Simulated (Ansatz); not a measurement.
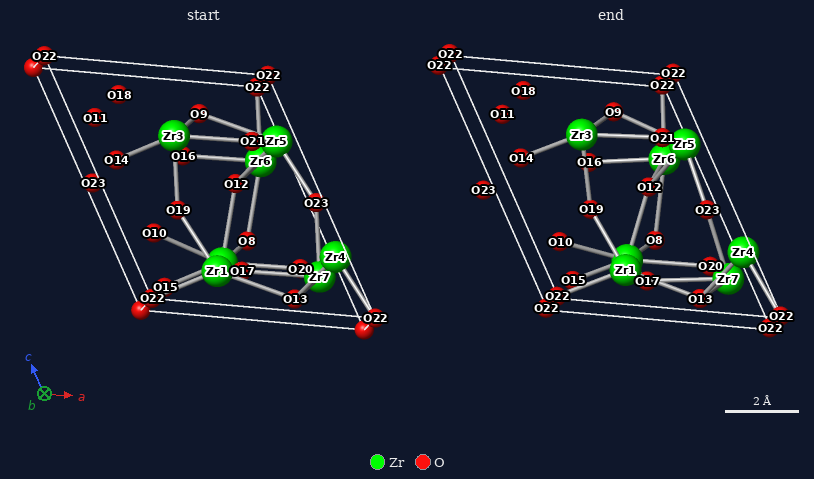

The structure of a defect cell of composition Zr$_{7}$O$_{16}$ (cell charge −3) before (left) and after (right) a relaxation, at one scale.

Style: ball-and-stick. Shown: the cell of the calculation, reduced to other axes (origin shifted), from a free direction. Lengths and directions refer to the drawn axes.

Theory: DFT, PBE, plane-wave PAW, default files, scalar-relativistic in Ansatz 0.2.0.

Input file:
```yaml
crystal:
  lattice:
    - [-0.8477618041, 5.2023, 5.2551587544]
    - [4.3009381959, 0.0, 5.2551587544]
    - [5.1487, 5.2023, 0.0]
  atoms:
    - { symbol: Zr, position: [0.48625, 0.72275, 0.55345] }
    - { symbol: Zr, position: [0.05345, 0.23755, 0.48625] }
    - { symbol: Zr, position: [0.55345, 0.73755, 0.98625] }
    - { symbol: Zr, position: [0.51375, 0.27725, 0.44655] }
    - { symbol: Zr, position: [0.01375, 0.77725, 0.94655] }
    - { symbol: Zr, position: [0.44655, 0.26245, 0.01375] }
    - { symbol: Zr, position: [0.94655, 0.76245, 0.51375] }
    - { symbol: O, position: [0.39305, 0.08615, 0.36285] }
    - { symbol: O, position: [0.89305, 0.58615, 0.86285], spin: 0.5 }
    - { symbol: O, position: [0.86285, 0.15795, 0.39305], spin: 0.5 }
    - { symbol: O, position: [0.36285, 0.65795, 0.89305] }
    - { symbol: O, position: [0.10695, 0.41385, 0.13715] }
    - { symbol: O, position: [0.60695, 0.91385, 0.63715] }
    - { symbol: O, position: [0.63715, 0.34205, 0.10695], spin: 0.5 }
    - { symbol: O, position: [0.13715, 0.84205, 0.60695] }
    - { symbol: O, position: [0.3042, 0.0421, 0.0273], spin: 0.5 }
    - { symbol: O, position: [0.8042, 0.5421, 0.5273] }
    - { symbol: O, position: [0.0273, 0.1264, 0.8042], spin: 0.5 }
    - { symbol: O, position: [0.5273, 0.6264, 0.3042] }
    - { symbol: O, position: [0.1958, 0.4579, 0.4727] }
    - { symbol: O, position: [0.6958, 0.9579, 0.9727] }
    - { symbol: O, position: [0.4727, 0.3736, 0.6958] }
    - { symbol: O, position: [0.9727, 0.8736, 0.1958], spin: 0.5 }
magnetization:
  spin_polarized: true
total_charge: -3
kpoints:
  mp_grid: { grid: [3, 3, 3] }
scf:
  occupations: { method: fermi_dirac, width: 0.01 }
hamiltonian:
  xc: pbe
  pseudopotentials: { kind: paw }
output:
  forces: true
  stress: true
  populations: true
  efg:
    quadrupole_moments_barn: { Zr: -0.176, O: -0.02558 }
    contact_densities: true
  write_density: true
  write_potential: true
  elf: true
  volumetric_format: npy
relax:
  f_tol: 0.03
  max_steps: 40
```

Launched with:
```bash
ansatz run input.yaml --threads 1 --pin off --max-ram 3072MiB --backend cpu --events-out ev --progress --plain --runs-dir out
```

Question: Describe what moved and what it gained.

Answer: The run was cut off at its time limit before the relaxation converged, so the last structure is only a point on the way. The largest move is that of O23, 0.55 Å roughly along [−3 −2 −1]. By element the largest moves are O 0.55 Å, Zr 0.16 Å. The cell stays as it was. Some distances before and after: Zr5–O15 2.173 → 2.491 Å, Zr1–Zr5 3.474 → 3.637 Å, Zr7–O9 2.236 → 2.100 Å, Zr2–O20 2.158 → 2.292 Å. Bond angles that change, for instance: Zr2–O10–Zr4 132.8° → 141.8°, Zr5–O9–Zr7 100.3° → 109.2°, Zr3–O14–Zr6 108.1° → 116.6°. After 6 geometry steps the energy has fallen by 1.755 eV per cell of the calculation. The largest force component goes from 2.1 to 0.056 eV/Å.

Limits of the set-up: the periodic images lie only 6.8 Å apart, so the values are limited by the cell's size; the cell is charged, on a uniform background, and energies carry no finite-size correction.
